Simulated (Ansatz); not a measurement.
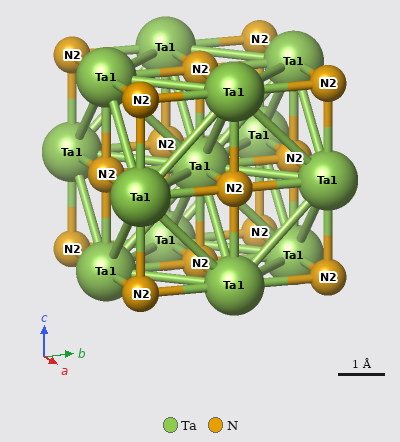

Fig. 1: The structure of run A (ball-and-stick view of the cell 4 times as large as that of the calculation, set on its symmetry axes, seen slightly off an axis; atoms are numbered from 1 in the order of the input). Near neighbours in the crystal (not all of them lie inside the picture): Ta has 6 N at 2.18 Å and 12 Ta at 3.08 Å; N has 6 Ta at 2.18 Å.

## What a change does: geometry relaxation on TaN

System: TaN (Fm-3m, 2 atoms in the cell).
Method of run A: DFT PBEsol, scalar-relativistic, plane waves, PAW, no spin polarisation (Ansatz 0.2.0).

The structure derives from an entry of the Crystallography Open Database. Text and figures count atoms from 1; the logs count them from 0 in places.

### Input file, run A
```yaml
crystal:
  lattice:
    - [0.0, 2.179, 2.179]
    - [2.179, 0.0, 2.179]
    - [2.179, 2.179, 0.0]
  atoms:
    - { symbol: Ta, position: [0.5, 0.5, 0.5] }
    - { symbol: "N", position: [0.0, 0.0, 0.0] }
basis:
  ecutwfc: 420
kpoints:
  mp_grid: { grid: [16, 16, 16] }
hamiltonian:
  xc: pbesol
scf:
  occupations: { method: gaussian, width: 0.1 }
output:
  forces: true
  stress: true
  eigenvalues: true
  write_density: true
  write_potential: true
  elf: true
  volumetric_format: npy
relax:
  adjacent_minimum: "off"
  f_tol: 0.005
  max_steps: 80
  cell: { stress_tol: 0.05 }
```

Command:
```bash
ansatz run input.yaml --threads 1 --pin off --max-ram 3072MiB --backend cpu --events-out ev --progress --plain --runs-dir out
```

Hardware: 1 thread of Intel Xeon Gold (Sapphire Rapids), 64 GiB of memory available, shared host.

### Output, shortened to warnings, some set-up lines, iterations and results (run A)
```
Basis set: ecut = 420 eV, 411 PW (Γ), exchange–correlation on 48×48×48 points (8 copies of the dense FFT grid, shifted against one another)
Symmetry: 48 space group operations
k-points: 145 of 4096
Initial density: superposition of atomic densities (neutral atoms: chi_scale 0, normalization atom), corrected by the library's trained network
[...]
SCF iter   1: F=—  HF=-10187.066633 eV  |F-HF|=—  |Δ(HF+E_count)|=         —  Δρ=1.47e-2  dr2=4.60e-2  ethr=1.77e-3  ⟨swp⟩=5.7  Hψ=22428  notcnv=0  defer=79
SCF iter   2: F=—  HF=-10187.060268 eV  |F-HF|=—  |Δ(HF+E_count)|=   6.37e-3  Δρ=9.68e-3  dr2=2.16e-2  ethr=2.56e-4  ⟨swp⟩=1.0  Hψ=3625  notcnv=0  defer=80
SCF iter   3: F=—  HF=-10187.054993 eV  |F-HF|=—  |Δ(HF+E_count)|=   5.27e-3  Δρ=9.19e-4  dr2=1.20e-4  ethr=1.20e-4  ⟨swp⟩=2.1  Hψ=2680  notcnv=0  defer=82
SCF iter   4: F=—  HF=-10187.054927 eV  |F-HF|=—  |Δ(HF+E_count)|=   6.54e-5  Δρ=1.21e-4  dr2=3.70e-6  ethr=6.66e-7  ⟨swp⟩=2.6  Hψ=3495  notcnv=0  defer=82
SCF iter   5: F=—  HF=-10187.054925 eV  |F-HF|=—  |Δ(HF+E_count)|=   1.96e-6  Δρ=1.44e-5  dr2=1.63e-8  ethr=2.05e-8  ⟨swp⟩=2.7  Hψ=3242  notcnv=0  defer=82
[... 24 lines ...]
SCF iter   6: F=-10187.058456 eV  HF=-10187.058456 eV  |F-HF|=1.82e-12  |Δ(HF+E_count)|=  5.46e-12  Δρ=3.09e-9  dr2=2.41e-15  ethr=1.00e-12  ⟨swp⟩=1.0  Hψ=2465  notcnv=0
SCF iter   7: F=-10187.058456 eV  HF=-10187.058456 eV  |F-HF|=3.64e-12  |Δ(HF+E_count)|=  3.64e-12  Δρ=3.45e-10  dr2=1.65e-17  ethr=1.00e-12  ⟨swp⟩=1.0  Hψ=2465  notcnv=0
SCF iter   8: F=-10187.058456 eV  HF=-10187.058456 eV  |F-HF|=1.82e-12  |Δ(HF+E_count)|=  1.82e-12  Δρ=7.07e-11  dr2=4.52e-19  ethr=1.00e-12  ⟨swp⟩=1.8  Hψ=5764  notcnv=0
SCF 4 converged in 8 iterations: F = -10187.058456 eV  dr2 = 4.52e-19
relax step   4: F+E_penalty+E_count = -10187.05845575 eV  Δ(F+E_penalty+E_count) = -8.783e-4 eV  max|allowed force component| = 3.155e-29 eV/Å  Δτ_max = 0.0000 Å  P = +0.034 …
basis re-selected at this cell: Δ(F+E_penalty+E_count) = -8.783e-4 eV, ΔP = +0.067 GPa vs the last step (what re-selecting the basis moved, of the pressure what is left beyond the Pulay correction that the steps carried, after the strain that the cell walked since its last selection, with what the …
SCF converged after 8 iterations
Free energy (F): -10187.058456 eV
Harris-Foulkes:  -10187.058456 eV  (|F-HF|=1.82e-12)
Internal energy: -10187.052835 eV  (E = F + TS)
E sigma→0 (E₀):  -10187.055645 eV
Entropy (-TS):   -0.005621 eV (-2.811 meV/atom)
Fermi energy:    21.876856 eV
--- Per-component energies (eV) ---
  E_band       = -40.866275
  E_kinetic    = 501.630251
  E_local      = -574.545222  (includes V_loc(G=0)·N_el)
  E_nonlocal   = 62.964267
  E_hartree    = 193.318407
  E_xc         = -278.427160
  E_vxc        = -282.382606  (∫ρ·V_xc dr)
  E_paw        = -8395.601560  (= ΣΔE_a)
  E_vpaw       = -135.170018  (= ΣTr[D̂ρ^β])
  E_aug_tail   = 0.000239  (compensation charges beyond the density's cutoff)
  E_ewald      = -1696.633802
  E_core_change = 0.241745  (= ΣΔE_core)
  E_smearing   = -0.005621  (= −TS)
  E_closure    = -0.000000  (closes the sum)
  Σ components = -10187.058456   (vs F -10187.058456, Δ=0.00e0)
--- Forces (eV/Å), atoms counted from 1 ---
  atom   1  Ta    -0.00000000     0.00000000    -0.00000000
  atom   2  N      0.00000000    -0.00000000     0.00000000
  max |Σ_I F_I| component: 4.63e-29 eV/Å
--- Stress (GPa, compression-positive) ---
        0.033686      -0.000000      -0.000000
       -0.000000       0.033686      -0.000000
       -0.000000      -0.000000       0.033686
  P = ⅓ Tr σ = 0.0337 GPa (0.337 kbar)
--- Relaxed structure (3 steps of the walk, 3 accepted, 1 SCFs on fresh bases) ---
  F+E_penalty+E_count = -10187.05845575 eV   max|allowed force component| = 3.155e-29 eV/Å   (the final SCF, on the basis selected at the relaxed cell)
  cell:  # Å, volume = 20.9450 Å³
    - [-1.7133188460611425e-33, 2.187844701399362, 2.187844701399362]
    - [2.187844701399362, -5.2227563337179825e-34, 2.187844701399362]
    - [2.187844701399362, 2.187844701399362, 3.120915370148549e-34]
  atoms:
    - { symbol: Ta, position: [0.5000000000000001, 0.5000000000000001, 0.5000000000000001] }
    - { symbol: N, position: [4.3157204253911235e-37, -8.056011460593398e-37, -4.603435120419083e-37] }
```

The input of run B differs as follows (lines with − go, lines with + come):
```diff
-  ecutwfc: 420
+  ecutwfc: "22.0 Ry"
+  mixing: { preconditioner: none }
-  write_density: true
-  write_potential: true
-  elf: true
-  volumetric_format: npy
```

How does run B compare with run A?

The free energy of run B is 147.5 meV per atom higher, which comes mainly from the change of cutoff or grids; a solver setting shouldn't move a converged energy. More plane waves can only lower the energy of a fixed Hamiltonian, so the higher cutoff gives the lower value. The SCF takes 41 iterations over all geometry steps against 26.

### Output, shortened to warnings, some set-up lines, iterations and results (run B)
```
Warning: basis.ecutwfc = 299.325248705868 eV is below the records' recommended 420 eV, and the density's cutoff is lower with it unless basis.ecutrho_ratio is high enough to keep the records' density cutoff: compare with a run at a higher cutoff
Basis set: ecut = 299.325248705868 eV, 259 PW (Γ), exchange–correlation on 36×36×36 points (8 copies of the dense FFT grid, shifted against one another)
Symmetry: 48 space group operations
k-points: 145 of 4096
Initial density: superposition of atomic densities (neutral atoms: chi_scale 0, normalization atom), corrected by the library's trained network
[...]
SCF iter   1: F=—  HF=-10186.782279 eV  |F-HF|=—  |Δ(HF+E_count)|=         —  Δρ=2.26e-2  dr2=8.48e-2  ethr=1.77e-3  ⟨swp⟩=5.2  Hψ=21038  notcnv=0  defer=107
SCF iter   2: F=—  HF=-10186.772292 eV  |F-HF|=—  |Δ(HF+E_count)|=   9.99e-3  Δρ=1.44e-2  dr2=4.66e-2  ethr=4.71e-4  ⟨swp⟩=2.4  Hψ=4872  notcnv=0  defer=347
SCF iter   3: F=—  HF=-10186.760936 eV  |F-HF|=—  |Δ(HF+E_count)|=   1.14e-2  Δρ=3.54e-3  dr2=4.39e-4  ethr=2.59e-4  ⟨swp⟩=2.3  Hψ=3308  notcnv=0  defer=347
SCF iter   4: F=—  HF=-10186.761253 eV  |F-HF|=—  |Δ(HF+E_count)|=   3.17e-4  Δρ=5.83e-4  dr2=1.65e-5  ethr=2.44e-6  ⟨swp⟩=2.0  Hψ=2879  notcnv=0  defer=347
SCF iter   5: F=—  HF=-10186.761255 eV  |F-HF|=—  |Δ(HF+E_count)|=   2.28e-6  Δρ=4.35e-5  dr2=9.14e-8  ethr=9.19e-8  ⟨swp⟩=1.6  Hψ=2356  notcnv=0  defer=347
[... 49 lines ...]
SCF iter   3: F=—  HF=-10186.763512 eV  |F-HF|=—  |Δ(HF+E_count)|=   3.49e-9  Δρ=5.63e-6  dr2=1.30e-9  ethr=1.03e-10  ⟨swp⟩=1.4  Hψ=2720  notcnv=0
SCF iter   4: F=—  HF=-10186.763512 eV  |F-HF|=—  |Δ(HF+E_count)|=  2.42e-10  Δρ=7.80e-7  dr2=2.47e-11  ethr=7.21e-12  ⟨swp⟩=2.3  Hψ=3047  notcnv=0
SCF iter   5: F=-10186.763512 eV  HF=-10186.763512 eV  |F-HF|=9.09e-12  |Δ(HF+E_count)|=  1.09e-11  Δρ=1.04e-7  dr2=4.94e-13  ethr=1.00e-12  ⟨swp⟩=5.0  Hψ=7498  notcnv=0
SCF 9 converged in 5 iterations: F = -10186.763512 eV  dr2 = 4.94e-13
relax step   9: F+E_penalty+E_count = -10186.76351150 eV  Δ(F+E_penalty+E_count) = -7.190e-4 eV  max|allowed force component| = 4.155e-29 eV/Å  Δτ_max = 0.0000 Å  P = +0.008 …
basis re-selected at this cell: Δ(F+E_penalty+E_count) = -7.190e-4 eV, ΔP = +0.005 GPa vs the last step (what re-selecting the basis moved, of the pressure what is left beyond the Pulay correction that the steps carried, after the strain that the cell walked since its last selection, with what the …
SCF converged after 5 iterations
Free energy (F): -10186.763512 eV
Harris-Foulkes:  -10186.763512 eV  (|F-HF|=9.09e-12)
Internal energy: -10186.757877 eV  (E = F + TS)
E sigma→0 (E₀):  -10186.760694 eV
Entropy (-TS):   -0.005635 eV (-2.817 meV/atom)
Fermi energy:    21.848364 eV
--- Per-component energies (eV) ---
  E_band       = -41.479689
  E_kinetic    = 502.878266
  E_local      = -574.815154  (includes V_loc(G=0)·N_el)
  E_nonlocal   = 61.253926
  E_hartree    = 193.341057
  E_xc         = -278.868298
  E_vxc        = -282.956906  (∫ρ·V_xc dr)
  E_paw        = -8394.985725  (= ΣΔE_a)
  E_vpaw       = -134.523309  (= ΣTr[D̂ρ^β])
  E_aug_tail   = 0.001372  (compensation charges beyond the density's cutoff)
  E_ewald      = -1695.805066
  E_core_change = 0.241745  (= ΣΔE_core)
  E_smearing   = -0.005635  (= −TS)
  E_closure    = 0.000000  (closes the sum)
  Σ components = -10186.763512   (vs F -10186.763512, Δ=0.00e0)
--- Forces (eV/Å), atoms counted from 1 ---
  atom   1  Ta     0.00000000    -0.00000000    -0.00000000
  atom   2  N     -0.00000000     0.00000000    -0.00000000
  max |Σ_I F_I| component: 6.84e-29 eV/Å
--- Stress (GPa, compression-positive) ---
        0.007560       0.000000      -0.000000
        0.000000       0.007560       0.000000
       -0.000000       0.000000       0.007560
  P = ⅓ Tr σ = 0.0076 GPa (0.076 kbar)
--- Relaxed structure (6 steps of the walk, 6 accepted, 3 SCFs on fresh bases) ---
  F+E_penalty+E_count = -10186.76351150 eV   max|allowed force component| = 4.155e-29 eV/Å   (the final SCF, on the basis selected at the relaxed cell)
  cell:  # Å, volume = 20.9757 Å³
    - [2.6878087473524248e-33, 2.1889138956756855, 2.1889138956756855]
    - [2.1889138956756855, 3.1463922303130274e-33, 2.1889138956756855]
    - [2.1889138956756855, 2.1889138956756855, -9.299053960034451e-34]
  atoms:
    - { symbol: Ta, position: [0.49999999999999994, 0.49999999999999994, 0.49999999999999994] }
    - { symbol: N, position: [7.76829676606916e-37, -6.617437986004951e-37, -7.768296766115216e-37] }
```

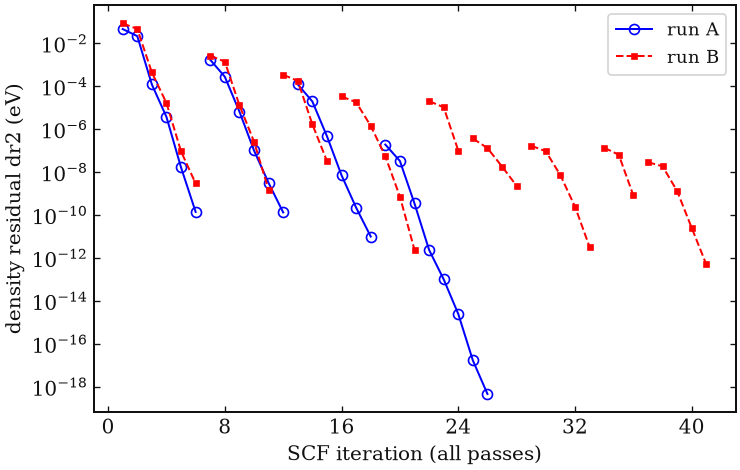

Fig. 2: Convergence of the two runs: density residual dr2 against the SCF iteration. A break in a curve parts two SCF passes. Run A takes 26 iterations in all, and run B takes 41.

### The two runs side by side

```csv
quantity,run A,run B
outcome,converged,converged
free energy per atom (eV),−5093.5292,−5093.3818
"energy per atom, smearing taken to zero (eV)",−5093.5278,−5093.3803
gap on the mesh (eV),0.00,0.00
pressure (GPa),0.03,0.01
volume per atom (Å³),10.47,10.49
largest force (eV/Å),0.000,0.000
SCF iterations,26,41
irreducible k-points,145,145
wall time (shared host),7.2 s,9.4 s
```

For both runs: Spin–orbit coupling is left out, which matters for Ta. For run B: These settings are looser than, or depart from, a standard set-up, so the numbers are not reference values for this system. Warnings: the cutoff is below the recommended one.
